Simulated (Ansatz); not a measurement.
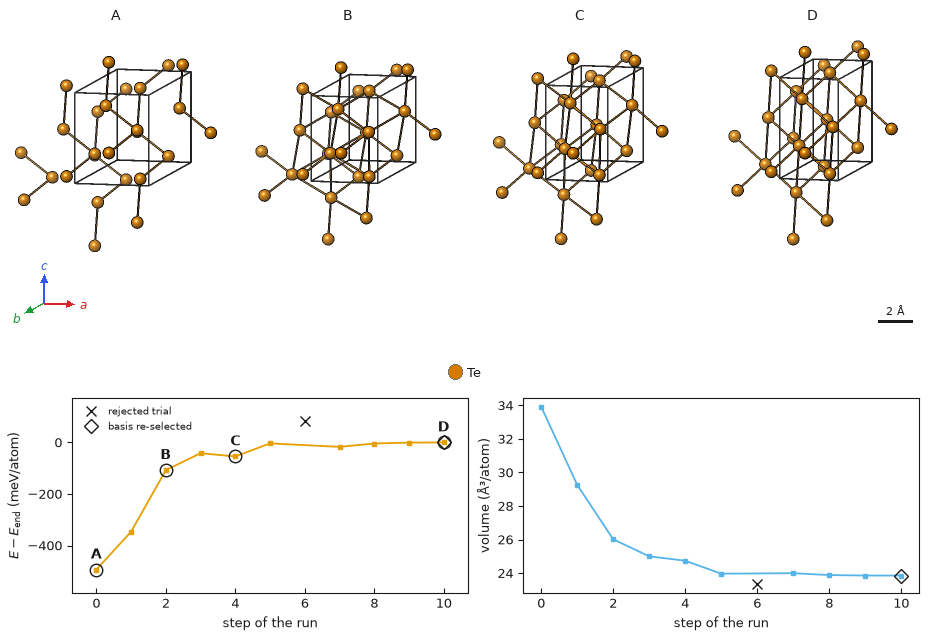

Frames of a relaxation of a crystal of Te (set up in P3_121), marked on the history of the run. The picture is a ball-and-stick view of the cell of the calculation, repeated 1 × 2 × 1 with one cell outlined, seen from a free direction.

The run lets cell and atoms move.

The calculation used Kohn-Sham DFT of a periodic cell, PBE, Ansatz PAW (Ansatz 0.2.0).

Input
```yaml
crystal:
  lattice:
    - [4.454, 0.0, 0.0]
    - [-2.227, 3.8572771485, 0.0]
    - [0.0, 0.0, 5.924]
  atoms:
    - { symbol: Te, position: [0.731, 0.731, 0.0] }
    - { symbol: Te, position: [0.0, 0.269, 0.6666666667] }
    - { symbol: Te, position: [0.269, 0.0, 0.3333333333] }
hamiltonian:
  xc: pbe
  pseudopotentials: { kind: paw }
kpoints:
  mp_grid: { grid: [7, 7, 5] }
scf:
  occupations: { method: fermi_dirac, width: 0.05 }
output:
  forces: true
  stress: true
  eigenvalues: true
relax:
  f_tol: 0.01
  max_steps: 40
  cell: { stress_tol: 0.05, p_target: 20.0 }
```

Launched with:
```bash
ansatz run input.yaml --threads 2 --pin off --max-ram 5632MiB --backend cpu --events-out ev --progress --plain --runs-dir out
```

What happens along the run?

Answer. The largest moves relative to the cell, 0.23 Å, are those of Te atoms. Cell: a = b 4.454 → 3.542 Å (−20.5 %), c 5.924 → 6.587 Å (+11.2 %). Volume −29.7 %. Among the contacts that change: Te–Te 4.454 → 3.542 Å, Te–Te 3.469 → 3.000 Å, Te–Te 2.865 → 3.000 Å. Bond angles that change, for instance: Te–Te–Te 102.3° → 107.6°. The space group (tolerance 0.01 Å) goes from P3_121 (No. 152) to R-3m (No. 166). Over 8 accepted moves (10 points after the start) the energy rises by 494 meV per atom. With the target pressure of 20 GPa, the enthalpy E + pV changes by −763 meV per atom. The largest force component goes from 0.15 to 0.00024 eV/Å. Pressure: 1.45 GPa at the start and 20.01 GPa at the end. The line search rejected the trial step at point 6 of the run. The SCF was repeated once at an unchanged geometry on a basis and grid sized afresh for the cell, which shifted the energy by 0.6 meV per atom at most. From step 0 to 2: Te atoms move most (0.09 Å), volume −23.3 %, energy +386 meV per atom. From step 2 to 4: Te atoms move most (0.07 Å), volume −4.9 %, energy +53.1 meV per atom. From step 4 to 10: Te atoms move most (0.09 Å), volume −3.6 %, energy +54.3 meV per atom.

| step | E − E(0), meV/atom | largest force component, eV/Å | pressure, GPa | volume, Å³/atom | note |
| --- | --- | --- | --- | --- | --- |
| 0 | 0.00 | 0.1481 | 1.45 | 33.925 |  |
| 1 | 147.32 | 0.7693 | 10.90 | 29.265 |  |
| 2 | 386.14 | 0.7002 | 20.93 | 26.018 |  |
| 3 | 451.81 | 0.4408 | 22.57 | 25.001 |  |
| 4 | 439.28 | 0.3349 | 20.48 | 24.740 |  |
| 5 | 489.97 | 0.2463 | 20.80 | 23.968 |  |
| 6 | 575.14 | 0.0437 | 21.88 | 23.326 | rejected |
| 7 | 476.51 | 0.0601 | 19.57 | 23.996 |  |
| 8 | 489.55 | 0.0047 | 19.97 | 23.885 |  |
| 9 | 493.05 | 0.0002 | 20.01 | 23.857 |  |
| 10 | 493.62 | 0.0002 | 20.01 | 23.857 | same geometry, new basis |
